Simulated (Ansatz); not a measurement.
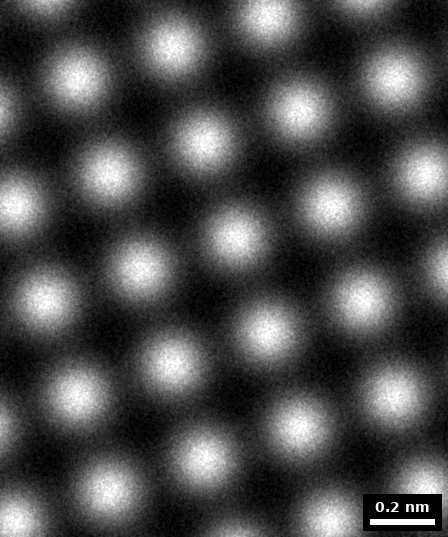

iDPC-like image of a crystal. Simulated as the projected potential of neutral atoms (B = 0.8 Å²) blurred by a 1.30 Å probe, the thin-sample limit of integrated differential phase contrast. Shot noise was added.

Question: What two-dimensional lattice does the image show, and how large is its cell?

Answer: The pattern repeats on a square net with a repeat of 3.1 Å.

Question: Which plane group does this projection have?

Answer: p4mm: fourfold points with mirror lines through them along the axes and the diagonals.

Question: How many columns does the smallest repeating cell hold, and how many levels of brightness?

Answer: 1 column in the primitive cell of 9.8 Å², all of one brightness.

The crystal is Ca (Im-3m, No. 229) seen along [001]. Structure: a calculation's starting geometry; the starting structure was generated, so it need not be a known form of this composition.
